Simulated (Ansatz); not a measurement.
# Electron scattering at the Σ5 (310) boundary in fcc Rh with Ta (substitutional), part 2 of 2

How much does the Σ5 (310) boundary in fcc Rh with Ta (substitutional) reflect electrons?

Ansatz 0.2.0; Ansatz plane-wave DFT, PBE, PAW files; relaxation of a bicrystal slab with its lowest layers held; PAW set soft_1 (the session's first sound run).

So far. Step 2 (Relaxing the bicrystal): The largest force component on a free atom ends at 0.017 eV/Å, under the tolerance of 0.03, after 8 steps.

## Step 3: Transmission across the boundary

This step: Ansatz plane-wave DFT, PBE, PAW files; ballistic transport by layer matching (Landauer), zero bias; boundary relaxed in a short slab, bulk layers laid on; PAW set soft_1 (Ansatz 0.2.0).

System of this step: Σ5 (310) boundary in fcc Rh with Ta (substitutional). The cell holds 72 atoms: 71 Rh and 1 Ta. Cell: a = 6.013 Å, b = 3.803 Å, c = 51.319 Å, α = 90.0°, β = 90.0°, γ = 90.0°. It derives from Rh. Regions: lower grain, 29 atoms (29 Rh); boundary, 20 atoms (19 Rh and 1 Ta); upper grain, 23 atoms (23 Rh). Vacuum lies along c.

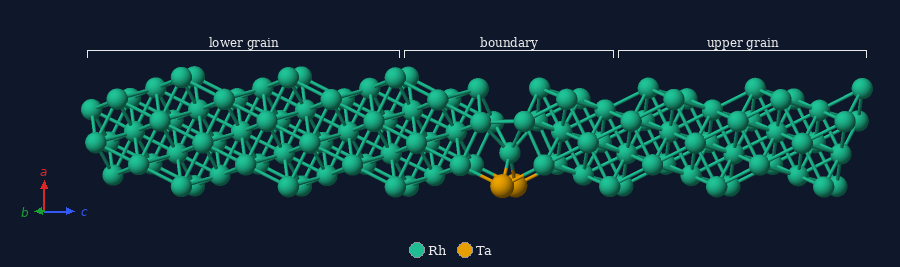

The cell of this step (rhodium teal, tantalum orange). Some periodic images of atoms are drawn too.

input.yaml reads:

```yaml
crystal:
  lattice:
    - [6.0132290847, 0.0, 0.0]
    - [0.0, 3.8031, 0.0]
    - [0.0, 0.0, 51.3192468304]
  atoms:
    - { symbol: Rh, position: [11.7, -19.5, 0.0779434666] }
    - { symbol: Rh, position: [11.4, -19.0, 0.0896607646] }
    - { symbol: Rh, position: [11.1, -18.5, 0.1013780626] }
    - { symbol: Rh, position: [10.8, -18.0, 0.1130953606] }
    - { symbol: Rh, position: [10.5, -17.5, 0.1248126586] }
    - { symbol: Rh, position: [10.2, -17.0, 0.1365299566] }
    - { symbol: Rh, position: [9.9, -16.5, 0.1482472546] }
    - { symbol: Rh, position: [9.6, -16.0, 0.1599645526] }
    - { symbol: Rh, position: [9.3, -15.5, 0.1716818506] }
    - { symbol: Rh, position: [9.0, -15.0, 0.1833991486] }
    - { symbol: Rh, position: [8.7, -14.5, 0.1951164466] }
    - { symbol: Rh, position: [8.4, -14.0, 0.2068337446] }
    - { symbol: Rh, position: [8.1, -13.5, 0.2185510426] }
    - { symbol: Rh, position: [7.8, -13.0, 0.2302683406] }
    - { symbol: Rh, position: [7.5, -12.5, 0.2419856386] }
    - { symbol: Rh, position: [7.2, -12.0, 0.2537029366] }
    - { symbol: Rh, position: [6.9, -11.5, 0.2654202347] }
    - { symbol: Rh, position: [6.6, -11.0, 0.2771375327] }
    - { symbol: Rh, position: [6.3, -10.5, 0.2888548307] }
    - { symbol: Rh, position: [6.0, -10.0, 0.3005721287] }
    - { symbol: Rh, position: [5.7, -9.5, 0.3122894267] }
    - { symbol: Rh, position: [5.4, -9.0, 0.3240067247] }
    - { symbol: Rh, position: [5.1, -8.5, 0.3357240227] }
    - { symbol: Rh, position: [4.8, -8.0, 0.3474413207] }
    - { symbol: Rh, position: [4.5, -7.5, 0.3591586187] }
    - { symbol: Rh, position: [4.2, -7.0, 0.3708759167] }
    - { symbol: Rh, position: [3.9, -6.5, 0.3825932147] }
    - { symbol: Rh, position: [3.6, -6.0, 0.3943105127] }
    - { symbol: Rh, position: [3.3, -5.5, 0.4060278107] }
    - { symbol: Rh, position: [1.0, 0.0, 0.4177451087] }
    - { symbol: Rh, position: [0.6971331614, 0.5, 0.4292800632] }
    - { symbol: Rh, position: [0.4005894764, 0.0, 0.4408905853] }
    - { symbol: Rh, position: [0.1017787814, 0.5, 0.4536076604] }
    - { symbol: Rh, position: [0.7987536359, 0.0, 0.4642465441] }
    - { symbol: Rh, position: [0.5021322658, 0.5, 0.4772846859] }
    - { symbol: Rh, position: [0.1969175999, 0.0, 0.4888840246] }
    - { symbol: Rh, position: [0.8994953708, 0.5, 0.5014066714] }
    - { symbol: Rh, position: [0.5929747885, 0.0, 0.511277525] }
    - { symbol: Rh, position: [0.3117073098, 0.5, 0.5360266496] }
    - { symbol: Ta, position: [0.0079665371, 0.0, 0.5348126905] }
    - { symbol: Rh, position: [0.6026977818, 0.0, 0.5590257763] }
    - { symbol: Rh, position: [0.9052754712, 0.5, 0.5686022896] }
    - { symbol: Rh, position: [0.2033015545, 0.0, 0.5805312501] }
    - { symbol: Rh, position: [0.5072253795, 0.5, 0.5927136076] }
    - { symbol: Rh, position: [0.8061375177, 0.0, 0.6054938845] }
    - { symbol: Rh, position: [0.1094875735, 0.5, 0.6164998989] }
    - { symbol: Rh, position: [0.408315005, 0.0, 0.6289967324] }
    - { symbol: Rh, position: [0.7060752553, 0.5, 0.6403067464] }
    - { symbol: Rh, position: [1.0068526137, 0.0, 0.6525586793] }
    - { symbol: Rh, position: [3.3068526137, -5.5, 0.6642759773] }
    - { symbol: Rh, position: [3.6068526137, -6.0, 0.6759932753] }
    - { symbol: Rh, position: [3.9068526137, -6.5, 0.6877105733] }
    - { symbol: Rh, position: [4.2068526137, -7.0, 0.6994278713] }
    - { symbol: Rh, position: [4.5068526137, -7.5, 0.7111451693] }
    - { symbol: Rh, position: [4.8068526137, -8.0, 0.7228624673] }
    - { symbol: Rh, position: [5.1068526137, -8.5, 0.7345797653] }
    - { symbol: Rh, position: [5.4068526137, -9.0, 0.7462970634] }
    - { symbol: Rh, position: [5.7068526137, -9.5, 0.7580143614] }
    - { symbol: Rh, position: [6.0068526137, -10.0, 0.7697316594] }
    - { symbol: Rh, position: [6.3068526137, -10.5, 0.7814489574] }
    - { symbol: Rh, position: [6.6068526137, -11.0, 0.7931662554] }
    - { symbol: Rh, position: [6.9068526137, -11.5, 0.8048835534] }
    - { symbol: Rh, position: [7.2068526137, -12.0, 0.8166008514] }
    - { symbol: Rh, position: [7.5068526137, -12.5, 0.8283181494] }
    - { symbol: Rh, position: [7.8068526137, -13.0, 0.8400354474] }
    - { symbol: Rh, position: [8.1068526137, -13.5, 0.8517527454] }
    - { symbol: Rh, position: [8.4068526137, -14.0, 0.8634700434] }
    - { symbol: Rh, position: [8.7068526137, -14.5, 0.8751873414] }
    - { symbol: Rh, position: [9.0068526137, -15.0, 0.8869046394] }
    - { symbol: Rh, position: [9.3068526137, -15.5, 0.8986219374] }
    - { symbol: Rh, position: [9.6068526137, -16.0, 0.9103392354] }
    - { symbol: Rh, position: [9.9068526137, -16.5, 0.9220565334] }
kpoints:
  mp_grid: { grid: [4, 7, 1] }
hamiltonian:
  xc: pbe
  pseudopotentials: { kind: paw, azcp: { folder: soft_1 } }
scf:
  occupations: { method: fermi_dirac, width: 0.1 }
output:
  transmission:
    leads: [[15, 16], [59, 60]]
    kmesh: [10, 16]
    e_range: [-0.1, 0.1]
    de: 0.05
  write_potential: true
  write_density: true
  volumetric_format: npy
  elf: true
```

Command:

```sh
$ ansatz run input.yaml --threads 4 --pin off --max-ram 15360MiB --backend cpu --events-out ev --progress --plain --runs-dir out
```

Numbers of over 12 decimals in the logs are rounded to 6 here.

Output:

```text
[...]
Crystal: 72 atoms, lattice volume = 1173.615 Å³
Basis set: ecut = 420 eV, 22955 PW (Γ)
Bands: 732, of which v1, the nominal top of the filled ones, is band 610 counted from 1 (609 counted from 0)
Symmetry: 2 space group operations
[...]
k-points: 12 of 28 (time reversal used)
[...]
SCF iter   1: F=—  HF=-464569.292005 eV  |F-HF|=—  |Δ(HF+E_count)|=         —  Δρ=9.99e-2  dr2=3.54e2  ethr=3.10e-3  ⟨swp⟩=5.8  Hψ=28904  notcnv=0  defer=387
[...]
SCF iter  12: F=-464535.572035 eV  HF=-464535.572035 eV  |F-HF|=7.28e-8  |Δ(HF+E_count)|=   1.36e-8  Δρ=1.88e-6  dr2=8.46e-8  ethr=8.20e-12  ⟨swp⟩=11.2  Hψ=23657  notcnv=0
SCF 1 converged in 12 iterations: F = -464535.572035 eV  dr2 = 8.46e-8
[...]
transmission: 405 of 4050 steps passed
transmission: 810 of 4050 steps passed
[...]
transmission: 4050 of 4050 steps passed
WARN: The output density's exchange-correlation potential varies sharply where the density is thin. Do not read a vacuum level from v_tot or v_xc, or from such a field of the output density. On a cell that repeats whose density bears no net charge and no dipole along the vacuum's axis use v_es (v_loc + v_h of the components); under efield.dipole_correction with no amplitude use v_es + v_field, which holds any externa [...]
SCF converged after 12 iterations
Free energy (F): -464535.572035 eV
[...]
Internal energy: -464532.121361 eV  (E = F + TS)
E sigma→0 (E₀):  -464533.846698 eV
Entropy (-TS):   -3.450674 eV (-47.926 meV/atom)
Fermi energy:    18.188879 eV
[...]
--- Band table (eV; the first three rows and the last of 12) ---
  k-point 0: bands = [... 606 lower, 18.0962, 18.1230, 18.1277, 18.1432, 18.1476, 18.1892, 18.2302, 18.2362, ... 118 higher]
  k-point 1: bands = [... 606 lower, 18.2782, 18.3053, 18.3287, 18.3408, 18.3664, 18.3789, 18.4117, 18.4232, ... 118 higher]
  k-point 2: bands = [... 606 lower, 18.2933, 18.3292, 18.3362, 18.3552, 18.3634, 18.3803, 18.4012, 18.4129, ... 118 higher]
  k-point 11: bands = [... 606 lower, 18.0908, 18.0958, 18.1048, 18.1223, 18.1852, 18.1888, 18.2012, 18.2079, ... 118 higher]
--- Transmission ---
  basis      : 201 plane waves across, 75 finite elements along
  points     : 54, standing for a mesh of 10 x 16
  energies   : 5 from -0.100000 to 0.100000 eV about the Fermi level, 0.050000 eV apart; the leads are filled to 0.000000 eV, and channels, transmission and decay are at 0.000000 eV
  crystal 0  : Rh4, at the sites [15, 16], period 2.4053 Å, over 18.04 Å; its Hamiltonian steps by up to 14.5 meV
    offset         : up to 0.0000 Å between an atom of the period and one for which it stands
    channels       : 6.875000e0 a spin
    conductance    : none, the energies end too early or step too widely for 300 K: set another output.transmission.e_range or a lower de, or, where they end at an eighth of basis.ecutwfc, a higher one
[...]
channels       : 6.900000e0 a spin
[...]
junction   : crystal 0 to crystal 1, 12.72 to 38.00 Å
    transmission   : 2.811681e0 a spin
[...]
```

Wall time 33 min (4 threads of Arm Neoverse V1, shared host); peak memory 11 GiB; 2.1 h of CPU time.

In the SCF lines HF is the Harris–Foulkes energy and dr2 the Hartree energy of the density residual, in eV; the loop may stop once dr2 is under the threshold and the program's other checks hold. Hψ counts applications of the Hamiltonian.

This step gave:

| Item | Value |
| --- | --- |
| free energy | -464535.5720 eV |
| energy at zero smearing | -464533.8467 eV |
| Fermi energy | 18.19 eV |
| cell area | 22.87 Å² |
| transmission per spin nearest the Fermi level | 2.812 |
| open channels per spin nearest the Fermi level | 6.875 |
| open channels per spin, upper lead | 6.9 |
| step of the lead's potential | 14.5 meV |
| step of the upper lead's potential | 14.1 meV |

Per spin. The transmission, zone mean by energy, zero at the Fermi level:

```
energy (eV)  transmission, zone mean
    -0.1000                     2.76
    -0.0500                     2.79
     0.0000                     2.81
     0.0500                     2.85
     0.1000                     2.82
```

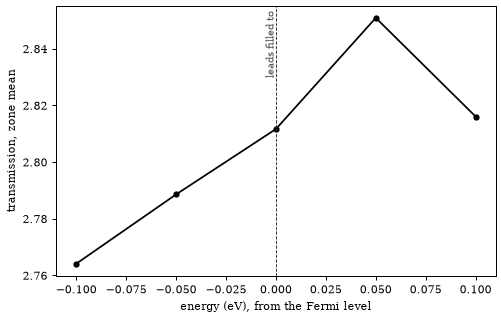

Transmission, zone mean, plotted against energy.

Per spin. Table of open channels, zone mean by energy, zero at the Fermi level:

```
energy (eV)  lead  upper lead
    -0.1000  6.86        6.86
    -0.0500  6.88        6.88
     0.0000  6.88         6.9
     0.0500  7.16        7.16
     0.1000  7.11        7.11
```

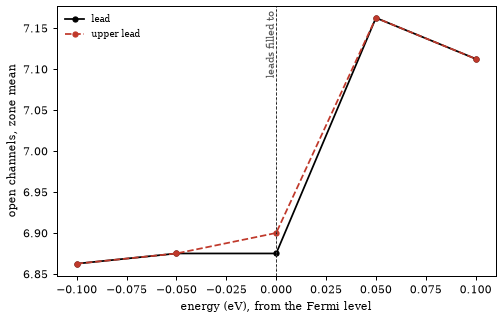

Open channels, zone mean, plotted against energy.

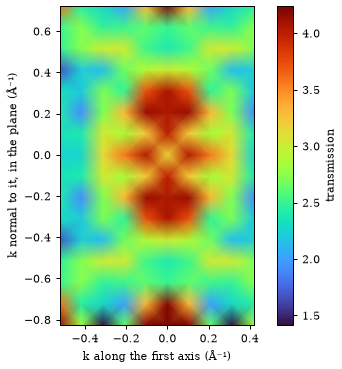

Transmission over k1 and k2. At 0.0000 eV from the Fermi level.

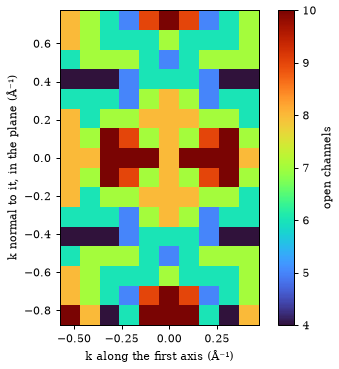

Open channels over k1 and k2. At 0.0000 eV from the Fermi level.

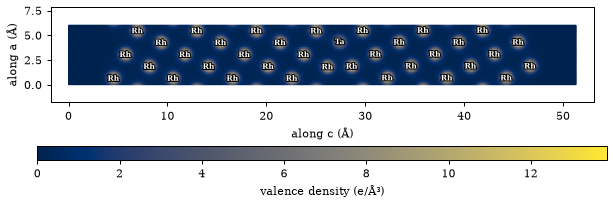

Valence density in the ca plane at fractional y = 0.000, with atoms of Rh and Ta within 0.2 Å of it. It is the smooth field of the valence electrons, not physical close to the nuclei. The map starts off the cell's origin, so that atoms lie inside it.

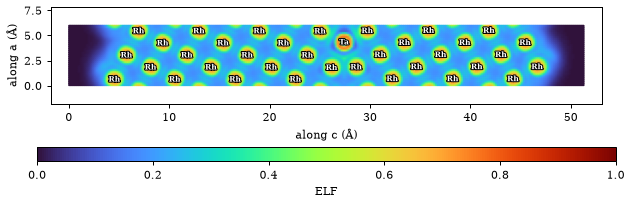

ELF in the ca plane at fractional y = 0.000, with atoms of Rh and Ta within 0.2 Å of it. It is the smooth field of the valence electrons, not physical close to the nuclei. The map starts off the cell's origin, so that atoms lie inside it.

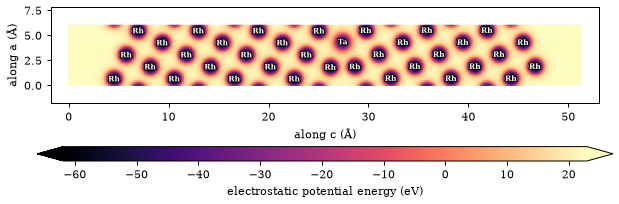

Electrostatic potential energy in the ca plane at fractional y = 0.000, with atoms of Rh and Ta within 0.2 Å of it. With pseudopotentials it is smooth inside the atoms' cores, unlike the true potential. The map starts off the cell's origin, so that atoms lie inside it.

Over the solved energies the transmission per spin lies between 2.76 and 2.85, out of 6.98 channels of the lead on average (up to 7.16).

## Step 4: Specific resistance

This step: Ansatz plane-wave DFT, PBE, PAW files; ballistic transport by layer matching (Landauer), zero bias; specific resistance of the boundary; PAW set soft_1 (Ansatz 0.2.0).

This step gave:

* area resistance: 0.6289 fΩ m²
* T over the leads' mean channel count: 0.4020

Averaged over the energies near the Fermi level, 40.2 % of the channels pass, which makes 0.629 fΩ m².

By hand, with T and the leads' channels N averaged over the energies near the Fermi level: RA = A (h/2e²)(1/T − ½[1/N₁ + 1/N₂]) = 22.87×10⁻²⁰ m² × 12 906 Ω × (1/2.806 − ½[1/6.977 + 1/6.982]) = 0.629 fΩ m².

## Step 5: Results

```
specific resistance of the boundary : 0.629 fΩ m²
share of channels that pass         : 0.402
```

What this shows: The boundary has a specific resistance of 0.63 fΩ m². The boundary reflects 60 % of the channels; 0.63 fΩ m² is 6.3×10⁻¹² Ω·cm². One Ta in 22.9 Å² of boundary is a high coverage. Each plane of this narrow cell holds one atom, so the solute fills a whole plane. One starting structure was relaxed; another shift or atom count at the boundary may lie lower. Spin-orbit coupling is left out, which matters for Ta.

[Logs are printed without paths, hosts, clocks, repeated set-up lines and the standing remarks that a program may print on its own settings, such as how far it seeks lower states.]

[Hosts, paths, dates, database ids (printed as entryN), source tags and the programs' standing remarks are cut or masked in the printed files.]
